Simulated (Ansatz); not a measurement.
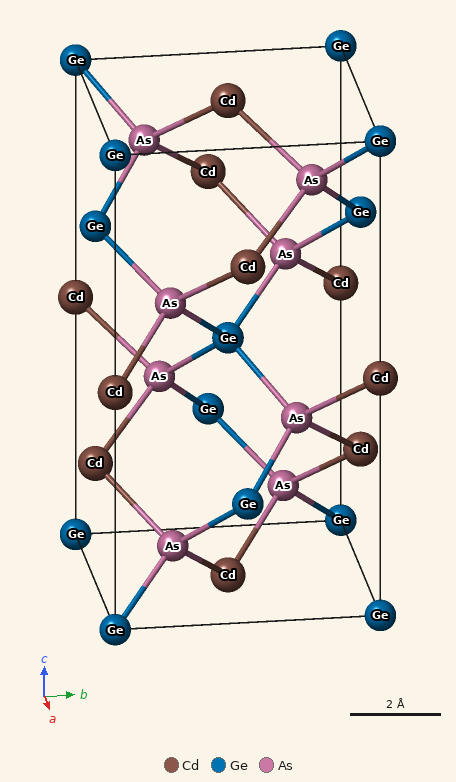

**Figure 1.** The input geometry (ball-and-stick view of the cell 2 times as large as that of the calculation, set on its symmetry axes, seen at an oblique angle). Near neighbours in the crystal (not all of them lie inside the picture): Cd has 4 As at 2.65 Å; Ge has 4 As at 2.45 Å; As has 2 Cd at 2.65 Å and 2 Ge at 2.45 Å.

**Geometry relaxation, with input and output: CdGeAs2 (part 1 of 2)**

CdGeAs2 (8 atoms in the cell), computed with DFT PBE, scalar-relativistic, plane waves, PAW, no spin polarisation (Ansatz 0.2.0).

The structure derives from a Materials Project entry.

What the program printed:
```
Engine: ansatz 0.2.0, x86_64-unknown-linux-gnu
Pseudopotentials: kind: paw
Pseudopotential: Cd, paw, valence charge 20, recommended cutoff 420 eV (normal), Cd.paw.azcp
Pseudopotential: Ge, paw, valence charge 14, recommended cutoff 420 eV (normal), Ge.paw.azcp
Pseudopotential: As, paw, valence charge 15, recommended cutoff 420 eV (normal), As.paw.azcp
Functional definition: PBE
  parameter kappa = 0.804
  parameter beta = 0.06672455060314922
  exchange = pbe_x(kappa = kappa, mu = beta*pi^2/3)
  correlation = pbe_c(beta = beta)
Crystal: 8 atoms, lattice volume = 202.405 Å³
Basis set: ecut = 420 eV, 3943 PW (Γ), exchange–correlation on 96×96×96 points (8 copies of the dense FFT grid, shifted against one another)
Bands: 77, of which v1, the nominal top of the filled ones, is band 64 counted from 1 (63 counted from 0)
Symmetry: 8 space group operations
Space group: I-42d (ITA 122), of the structure as read, at distance tolerance 5.9e-5 Å
k-points: 59 of 512 (time reversal used)
Non-local potential: Cd, projectors of the file, l = 0: 3, l = 1: 2, l = 2: 2, l = 3: 1
Non-local potential: Ge, projectors of the file, l = 0: 2, l = 1: 2, l = 2: 3, l = 3: 1
Non-local potential: As, projectors of the file, l = 0: 2, l = 1: 2, l = 2: 3, l = 3: 1
PAW form: soft (Blöchl's): semilocal exchange-correlation on the pseudo side does not see the compensation charge
PAW one-centre angular grid: Cd, 590 points (default); XC on 64 Gauss nodes
PAW one-centre angular grid: Ge, 590 points (default); XC on 64 Gauss nodes
PAW one-centre angular grid: As, 590 points (default); XC on 64 Gauss nodes
Initial density: superposition of atomic densities (neutral atoms: chi_scale 0, normalization atom), corrected by the library's trained network
Initial wavefunctions: pseudopotential atomic-orbital guess
Functional: x = pbe(κ = 0.804, μ = 0.2195149727645171), c = pbe(β = 0.06672455060314922)
SCF iter   1: F=—  HF=-44524.142223 eV  |F-HF|=—  |Δ(HF+E_count)|=         —  Δρ=1.26e-3  dr2=5.16e-3  ethr=1.77e-3  ⟨swp⟩=6.0  Hψ=15580  notcnv=0  defer=4
preconditioner: auto → Resta (q_TF=auto, 2.528 Å⁻¹)  ε∞=4.2  [insulator: Δε(μ)=0.130 eV  Ē_g=10.445 eV  σ=0.010 eV  W_gap=1.00  n_scr=60 (ndim 8)  ℏωp=18.8 eV  f_vac=0.125  D(μ)=0.00/eV (n_scr^D=0)  ε∞_Penn≈4.2]
SCF iter   2: F=—  HF=-44524.143331 eV  |F-HF|=—  |Δ(HF+E_count)|=   1.11e-3  Δρ=6.59e-4  dr2=1.27e-3  ethr=4.03e-6  ⟨swp⟩=2.0  Hψ=7113  notcnv=0  defer=440
SCF iter   3: F=—  HF=-44524.143283 eV  |F-HF|=—  |Δ(HF+E_count)|=   4.79e-5  Δρ=2.15e-4  dr2=1.26e-4  ethr=9.95e-7  ⟨swp⟩=3.0  Hψ=8088  notcnv=0  defer=440
SCF iter   4: F=—  HF=-44524.143294 eV  |F-HF|=—  |Δ(HF+E_count)|=   1.07e-5  Δρ=9.03e-5  dr2=2.21e-5  ethr=9.88e-8  ⟨swp⟩=2.0  Hψ=7407  notcnv=0  defer=440
SCF iter   5: F=—  HF=-44524.143317 eV  |F-HF|=—  |Δ(HF+E_count)|=   2.30e-5  Δρ=2.91e-5  dr2=2.74e-6  ethr=1.72e-8  ⟨swp⟩=2.0  Hψ=6227  notcnv=0  defer=440
SCF iter   6: F=—  HF=-44524.143319 eV  |F-HF|=—  |Δ(HF+E_count)|=   2.35e-6  Δρ=1.64e-5  dr2=4.06e-7  ethr=2.14e-9  ⟨swp⟩=3.0  Hψ=7761  notcnv=0  defer=440
SCF iter   7: F=-44524.143319 eV  HF=-44524.143319 eV  |F-HF|=9.38e-8  |Δ(HF+E_count)|=   2.45e-7  Δρ=5.93e-6  dr2=5.80e-8  ethr=7.81e-11  ⟨swp⟩=12.4  Hψ=30917  notcnv=0
SCF 1 converged in 7 iterations: F = -44524.143319 eV  dr2 = 5.80e-8
  greatest PAW one-centre occupation: 1.000 electrons in one spin orbital (limit 2), on the Cd atom at site 1 (counted from 0), in its partial waves of l = 0
relax step   1: F+E_penalty+E_count = -44524.14331946 eV  Δ(F+E_penalty+E_count) = +0.000e0 eV  max|allowed force component| = 1.422e-1 eV/Å  Δτ_max = 0.0000 Å  P = +2.169 GPa  Ω = 202.405 Å³  (7 SCF iters, dr2 threshold 1.00e-7 eV, accepted)
Crystal: 8 atoms, lattice volume = 210.500 Å³
Basis set: ecut = 420 eV, 4091 PW (Γ), exchange–correlation on 96×96×96 points (8 copies of the dense FFT grid, shifted against one another)
Initial density: handed on by an earlier stage of this run
Initial wavefunctions: those handed on with the density
iter 1 solved again at ethr=3.07e-6 eV; its pass at ethr=3.10e-3 eV (dr2=3.93e-3 eV) is discarded
SCF iter   1: F=—  HF=-44524.192647 eV  |F-HF|=—  |Δ(HF+E_count)|=         —  Δρ=1.32e-3  dr2=4.06e-3  ethr=3.07e-6  ⟨swp⟩=3.1  Hψ=23234  notcnv=0
preconditioner: auto → Resta (q_TF=auto, 2.511 Å⁻¹)  ε∞=4.2  [insulator: Δε(μ)=0.120 eV  Ē_g=10.255 eV  σ=0.010 eV  W_gap=1.00  n_scr=60 (ndim 8)  ℏωp=18.5 eV  f_vac=0.139  D(μ)=0.00/eV (n_scr^D=0)  ε∞_Penn≈4.2]
SCF iter   2: F=—  HF=-44524.192538 eV  |F-HF|=—  |Δ(HF+E_count)|=   1.10e-4  Δρ=8.00e-4  dr2=1.63e-3  ethr=3.07e-6  ⟨swp⟩=1.0  Hψ=4543  notcnv=0
SCF iter   3: F=—  HF=-44524.192702 eV  |F-HF|=—  |Δ(HF+E_count)|=   1.65e-4  Δρ=1.50e-4  dr2=8.51e-5  ethr=1.27e-6  ⟨swp⟩=2.1  Hψ=6868  notcnv=0
SCF iter   4: F=—  HF=-44524.192718 eV  |F-HF|=—  |Δ(HF+E_count)|=   1.62e-5  Δρ=8.15e-5  dr2=1.89e-5  ethr=6.65e-8  ⟨swp⟩=2.0  Hψ=7847  notcnv=0
SCF iter   5: F=—  HF=-44524.192747 eV  |F-HF|=—  |Δ(HF+E_count)|=   2.88e-5  Δρ=2.81e-5  dr2=2.18e-6  ethr=1.48e-8  ⟨swp⟩=2.0  Hψ=7847  notcnv=0
SCF iter   6: F=-44524.192752 eV  HF=-44524.192752 eV  |F-HF|=2.70e-8  |Δ(HF+E_count)|=   4.78e-6  Δρ=1.16e-5  dr2=2.30e-7  ethr=6.25e-10  ⟨swp⟩=11.3  Hψ=38124  notcnv=0
SCF 2 converged in 6 iterations: F = -44524.192752 eV  dr2 = 2.30e-7
  greatest PAW one-centre occupation: 1.000 electrons in one spin orbital (limit 2), on the Cd atom at site 0 (counted from 0), in its partial waves of l = 0
relax step   2: F+E_penalty+E_count = -44524.19275211 eV  Δ(F+E_penalty+E_count) = -4.943e-2 eV  max|allowed force component| = 9.407e-2 eV/Å  Δτ_max = 0.0009 Å  P = -0.084 GPa  Ω = 210.500 Å³  energy of the carried Pulay correction = -1.618e-3 eV  (6 SCF iters, dr2 threshold 8.00e-7 eV, accepted)
Crystal: 8 atoms, lattice volume = 210.055 Å³
iter 1 solved again at ethr=2.83e-7 eV; its pass at ethr=3.10e-3 eV (dr2=3.62e-4 eV) is discarded
SCF iter   1: F=—  HF=-44524.195092 eV  |F-HF|=—  |Δ(HF+E_count)|=         —  Δρ=5.46e-4  dr2=3.82e-4  ethr=2.83e-7  ⟨swp⟩=3.0  Hψ=19048  notcnv=0
preconditioner: auto → Resta (q_TF=auto, 2.512 Å⁻¹)  ε∞=4.2  [insulator: Δε(μ)=0.123 eV  Ē_g=10.264 eV  σ=0.010 eV  W_gap=1.00  n_scr=60 (ndim 8)  ℏωp=18.5 eV  f_vac=0.132  D(μ)=0.00/eV (n_scr^D=0)  ε∞_Penn≈4.2]
SCF iter   2: F=—  HF=-44524.195044 eV  |F-HF|=—  |Δ(HF+E_count)|=   4.81e-5  Δρ=2.97e-4  dr2=1.17e-4  ethr=2.83e-7  ⟨swp⟩=1.0  Hψ=4543  notcnv=0
SCF iter   3: F=—  HF=-44524.195040 eV  |F-HF|=—  |Δ(HF+E_count)|=   4.16e-6  Δρ=4.12e-5  dr2=2.90e-6  ethr=9.16e-8  ⟨swp⟩=2.1  Hψ=7578  notcnv=0
SCF iter   4: F=—  HF=-44524.195040 eV  |F-HF|=—  |Δ(HF+E_count)|=   4.77e-7  Δρ=1.46e-5  dr2=5.77e-7  ethr=4.32e-10  ⟨swp⟩=10.8  Hψ=40012  notcnv=0
SCF iter   5: F=-44524.195041 eV  HF=-44524.195041 eV  |F-HF|=6.76e-8  |Δ(HF+E_count)|=   1.74e-7  Δρ=5.25e-6  dr2=9.48e-8  ethr=4.32e-10  ⟨swp⟩=8.0  Hψ=30046  notcnv=0
SCF 3 converged in 5 iterations: F = -44524.195041 eV  dr2 = 9.48e-8
relax step   3: F+E_penalty+E_count = -44524.19504060 eV  Δ(F+E_penalty+E_count) = -2.288e-3 eV  max|allowed force component| = 4.662e-3 eV/Å  Δτ_max = 0.0115 Å  P = -0.003 GPa  Ω = 210.055 Å³  energy of the carried Pulay correction = -1.531e-3 eV  (5 SCF iters, dr2 threshold 5.53e-7 eV, accepted)
iter 1 solved again at ethr=1.40e-8 eV; its pass at ethr=3.10e-3 eV (dr2=1.79e-5 eV) is discarded
SCF iter   1: F=—  HF=-44524.195116 eV  |F-HF|=—  |Δ(HF+E_count)|=         —  Δρ=6.74e-5  dr2=8.71e-6  ethr=1.40e-8  ⟨swp⟩=3.1  Hψ=20700  notcnv=0
preconditioner: auto → Resta (q_TF=auto, 2.512 Å⁻¹)  ε∞=4.2  [insulator: Δε(μ)=0.122 eV  Ē_g=10.264 eV  σ=0.010 eV  W_gap=1.00  n_scr=60 (ndim 8)  ℏωp=18.5 eV  f_vac=0.132  D(μ)=0.00/eV (n_scr^D=0)  ε∞_Penn≈4.2]
SCF iter   2: F=—  HF=-44524.195137 eV  |F-HF|=—  |Δ(HF+E_count)|=   2.10e-5  Δρ=4.17e-5  dr2=3.45e-6  ethr=6.80e-9  ⟨swp⟩=1.0  Hψ=4543  notcnv=0
SCF iter   3: F=—  HF=-44524.195138 eV  |F-HF|=—  |Δ(HF+E_count)|=   5.62e-7  Δρ=4.73e-6  dr2=4.30e-8  ethr=2.70e-9  ⟨swp⟩=2.0  Hψ=6077  notcnv=0
SCF iter   4: F=—  HF=-44524.195138 eV  |F-HF|=—  |Δ(HF+E_count)|=   4.07e-8  Δρ=2.18e-6  dr2=8.62e-9  ethr=6.19e-12  ⟨swp⟩=7.2  Hψ=25976  notcnv=0
SCF iter   5: F=-44524.195138 eV  HF=-44524.195138 eV  |F-HF|=1.95e-9  |Δ(HF+E_count)|=   6.37e-9  Δρ=7.53e-7  dr2=1.07e-9  ethr=6.19e-12  ⟨swp⟩=6.8  Hψ=23322  notcnv=0
SCF 4 converged in 5 iterations: F = -44524.195138 eV  dr2 = 1.07e-9
relax step   4: F+E_penalty+E_count = -44524.19513766 eV  Δ(F+E_penalty+E_count) = -9.705e-5 eV  max|allowed force component| = 3.016e-4 eV/Å  Δτ_max = 0.0003 Å  P = +0.001 GPa  Ω = 210.055 Å³  energy of the carried Pulay correction = -1.531e-3 eV  (5 SCF iters, dr2 threshold 7.93e-9 eV, accepted)
Initial wavefunctions: pseudopotential atomic-orbital guess (no wavefunctions were taken with the density)
iter 1 solved again at ethr=8.61e-8 eV; its pass at ethr=3.10e-3 eV (dr2=1.10e-4 eV) is discarded
SCF iter   1: F=—  HF=-44524.178391 eV  |F-HF|=—  |Δ(HF+E_count)|=         —  Δρ=5.66e-4  dr2=2.14e-5  ethr=8.61e-8  ⟨swp⟩=3.1  Hψ=27181  notcnv=0
preconditioner: auto → Resta (q_TF=auto, 2.512 Å⁻¹)  ε∞=4.2  [insulator: Δε(μ)=0.122 eV  Ē_g=10.266 eV  σ=0.010 eV  W_gap=1.00  n_scr=60 (ndim 8)  ℏωp=18.5 eV  f_vac=0.132  D(μ)=0.00/eV (n_scr^D=0)  ε∞_Penn≈4.2]
SCF iter   2: F=—  HF=-44524.192077 eV  |F-HF|=—  |Δ(HF+E_count)|=   1.37e-2  Δρ=2.86e-4  dr2=3.91e-6  ethr=1.68e-8  ⟨swp⟩=2.1  Hψ=6847  notcnv=0
SCF iter   3: F=—  HF=-44524.196516 eV  |F-HF|=—  |Δ(HF+E_count)|=   4.44e-3  Δρ=5.02e-5  dr2=3.37e-7  ethr=3.06e-9  ⟨swp⟩=2.0  Hψ=6114  notcnv=0
SCF iter   4: F=—  HF=-44524.196652 eV  |F-HF|=—  |Δ(HF+E_count)|=   1.36e-4  Δρ=6.31e-6  dr2=8.25e-8  ethr=2.63e-10  ⟨swp⟩=2.0  Hψ=7847  notcnv=0
SCF iter   5: F=—  HF=-44524.196653 eV  |F-HF|=—  |Δ(HF+E_count)|=   1.18e-6  Δρ=2.25e-6  dr2=2.42e-8  ethr=6.44e-11  ⟨swp⟩=2.0  Hψ=7847  notcnv=0
SCF iter   6: F=—  HF=-44524.196653 eV  |F-HF|=—  |Δ(HF+E_count)|=   3.07e-8  Δρ=7.45e-7  dr2=1.18e-9  ethr=1.89e-11  ⟨swp⟩=2.0  Hψ=6077  notcnv=0
SCF iter   7: F=—  HF=-44524.196653 eV  |F-HF|=—  |Δ(HF+E_count)|=  7.71e-10  Δρ=2.70e-7  dr2=1.95e-10  ethr=1.00e-12  ⟨swp⟩=2.0  Hψ=8201  notcnv=0
SCF iter   8: F=-44524.196653 eV  HF=-44524.196653 eV  |F-HF|=7.28e-12  |Δ(HF+E_count)|=  7.86e-10  Δρ=6.93e-8  dr2=7.95e-12  ethr=1.00e-12  ⟨swp⟩=6.0  Hψ=18630  notcnv=0
SCF 5 converged in 8 iterations: F = -44524.196653 eV  dr2 = 7.95e-12
relax step   5: F+E_penalty+E_count = -44524.19665323 eV  Δ(F+E_penalty+E_count) = -1.516e-3 eV  max|allowed force component| = 2.192e-4 eV/Å  Δτ_max = 0.0000 Å  P = +0.001 GPa  Ω = 210.055 Å³  stress off target by 1.50e-2 GPa  SCF on the basis re-selected at this cell (its energy is not comparable with the rows above)  (8 SCF iters)
```

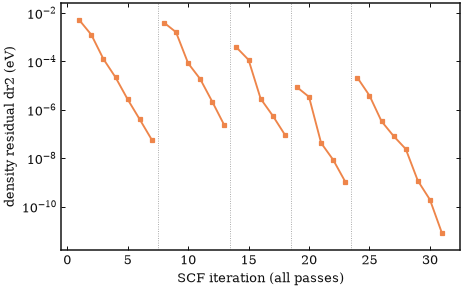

**Figure 2.** Convergence of the self-consistent field: density residual dr2 against the SCF iteration. The dotted lines part the SCF passes of the relaxation: geometry steps, rejected trials and re-solves on a re-selected basis. The 5 passes take 5 to 8 iterations each, 31 in all.

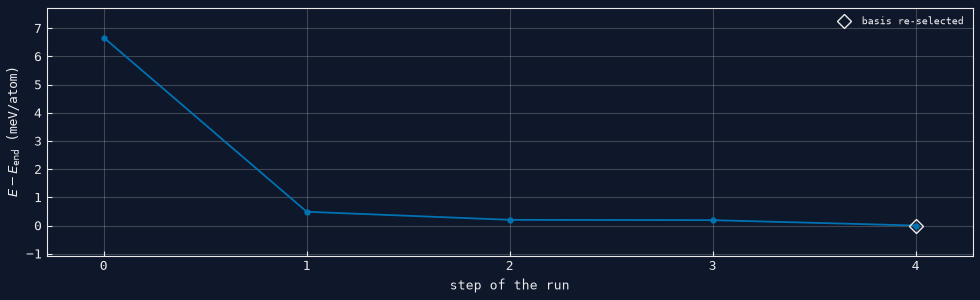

**Figure 3.** Progress of the relaxation, step by step (the first geometry is step 0 here and step 1 in the log).

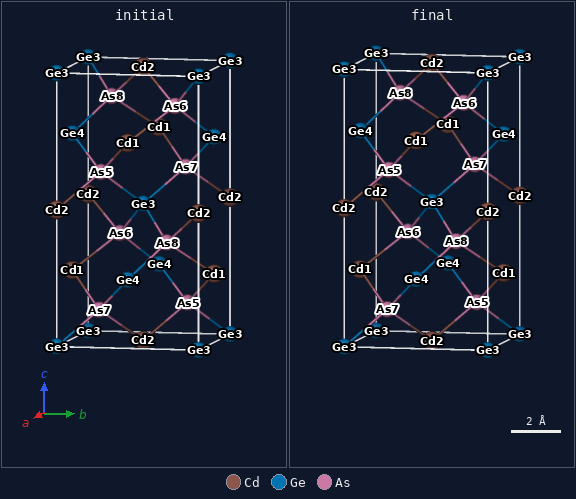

**Figure 4.** Before (left) and after (right) the relaxation, at one scale (ball-and-stick view of the cell 2 times as large as that of the calculation, set on its symmetry axes, seen slightly off an axis). The largest moves relative to the cell, 0.012 Å, are those of As5, As6, As7 and As8. Ge and Cd stay in place. The volume changes by +3.8 %, with a = b 5.978 → 6.048 Å (+1.2 %), c 11.329 → 11.484 Å (+1.4 %). Among the contacts that change: Ge3–As5 2.447 → 2.484 Å, Cd1–As5 2.649 → 2.674 Å. The space group stays I-42d (No. 122). Over 3 geometry steps the energy falls by 6.5 meV per atom. The largest force component goes from 0.14 to 0.00022 eV/Å. Pressure: 2.17 GPa at the start and 0.00 GPa at the end. A last SCF at the same geometry on a re-selected plane-wave basis shifts the energy by −0.2 meV per atom. (Atoms are counted from 1 in the order of the input.)

```
basis re-selected at this cell: Δ(F+E_penalty+E_count) = -1.516e-3 eV, ΔP = +0.000 GPa vs the last step (what re-selecting the basis moved, of the pressure what is left beyond the Pulay correction that the steps carried, after the strain that the cell walked since its last selection, with what the two solves' SCF thresholds leave and, on support functions, any second-order correction that the steps lacked; it is no measure of the basis error at this ecutwfc). This SCF's stress stands 1.50e-2 GPa from its target on what of the cell is left free (relax.cell.stress_tol is 5.00e-2 GPa) and its largest allowed force component is 2.19e-4 eV/Å (relax.f_tol is 5.00e-3 eV/Å): within both
SCF converged after 8 iterations
Free energy (F): -44524.196653 eV
Harris-Foulkes:  -44524.196653 eV  (|F-HF|=7.28e-12)
Internal energy: -44524.196653 eV  (E = F + TS)
E sigma→0 (E₀):  -44524.196653 eV
Fermi energy:    8.028916 eV
--- Per-component energies (eV) ---
  E_band       = -2378.912006
  E_kinetic    = 1640.201610
  E_local      = -20313.367863  (includes V_loc(G=0)·N_el)
  E_nonlocal   = -1780.304093
  E_hartree    = 9868.178370
  E_xc         = -819.367551
  E_vxc        = -886.626630  (∫ρ·V_xc dr)
  E_paw        = -19545.473174  (= ΣΔE_a)
  E_vpaw       = -775.172316  (= ΣTr[D̂ρ^β])
  E_aug_tail   = 0.000679  (compensation charges beyond the density's cutoff)
  E_ewald      = -13574.064632
  E_smearing   = -0.000000  (= −TS)
  E_closure    = -0.000000  (closes the sum)
  Σ components = -44524.196653   (vs F -44524.196653, Δ=0.00e0)
--- Forces (eV/Å), atoms counted from 1 ---
  atom   1  Cd    -0.00000000     0.00000000     0.00000000
  atom   2  Cd    -0.00000000     0.00000000     0.00000000
  atom   3  Ge    -0.00000000     0.00000000     0.00000000
  atom   4  Ge    -0.00000000     0.00000000     0.00000000
  atom   5  As     0.00021924    -0.00000000    -0.00000000
  atom   6  As     0.00000000    -0.00021924    -0.00000000
  atom   7  As    -0.00021924    -0.00000000    -0.00000000
  atom   8  As     0.00000000     0.00021924     0.00000000
  max |Σ_I F_I| component: 1.57e-16 eV/Å
--- Stress (GPa, compression-positive) ---
       -0.005364      -0.000000      -0.000000
       -0.000000      -0.005364       0.000000
       -0.000000       0.000000       0.015017
  P = ⅓ Tr σ = 0.0014 GPa (0.014 kbar)
--- Band table (eV; the first three rows and the last of 59) ---
```
